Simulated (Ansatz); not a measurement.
System: diamond-type C, space group Fd-3m (No. 227), 2 atoms in the primitive cell, relaxed with r2SCAN; unstrained, cubic a = 3.560 Å. The cell is strained biaxially in the xy plane; the length along z is relaxed again with r2SCAN. Points keep the names of the unstrained cell; those that the strain makes unlike carry their directions on the cubic axes x, y, z. Method: r2SCAN, Ansatz PAW set, no spin polarisation, no spin-orbit coupling, 12×12×12 k mesh, 500 eV cutoff, fixed occupations (Ansatz).

At 0 % the lowest conduction levels at the points plotted lie 5.03 eV (X [100]/[010]), 5.03 eV (X [001]) and 5.90 eV (Γ) above the valence top at Γ.

How does each level move from −4 % to +4 %?

Answer. X [100]/[010] goes from 4.50 through a maximum of 5.03 eV near 0 % to 4.80 eV, X [001] falls by 2.09 eV and Γ goes from 5.61 through a maximum of 5.90 eV near 0 % to 4.85 eV. Unstrained, the X points are equivalent. At −4 % the lowest conduction level is 4.50 eV at X [100]/[010] and 5.78 eV at X [001] above the valence top, a splitting of 1.28 eV, or 320 meV for each 1 % of strain on average.

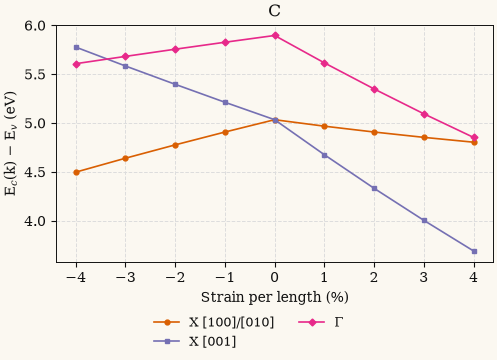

Lowest conduction level at each named k point, counted from the valence-band top at Γ.

| strain | X [100]/[010] (eV) | X [001] (eV) | Γ (eV) |
| --- | --- | --- | --- |
| −4 % | 4.50 | 5.78 | 5.61 |
| −3 % | 4.64 | 5.58 | 5.68 |
| −2 % | 4.78 | 5.40 | 5.76 |
| −1 % | 4.91 | 5.21 | 5.83 |
| 0 % | 5.03 | 5.03 | 5.90 |
| +1 % | 4.97 | 4.68 | 5.62 |
| +2 % | 4.91 | 4.33 | 5.35 |
| +3 % | 4.85 | 4.00 | 5.09 |
| +4 % | 4.80 | 3.69 | 4.85 |

The smallest gap over all k points computed is 3.83, 3.97, 4.10, 4.23, 4.36, 4.00, 3.65, 3.31 and 2.99 eV in turn; it lies up to 0.70 eV under the lowest value plotted. The strain splits the threefold valence top at Γ, and levels count from its highest part. The PAW data sets were made with another functional. LDA, GGA and most meta-GGA functionals understate gaps. The cell was built by a generator and needn't be a form met in nature. Diamond is metastable; the stable form of carbon is graphite.
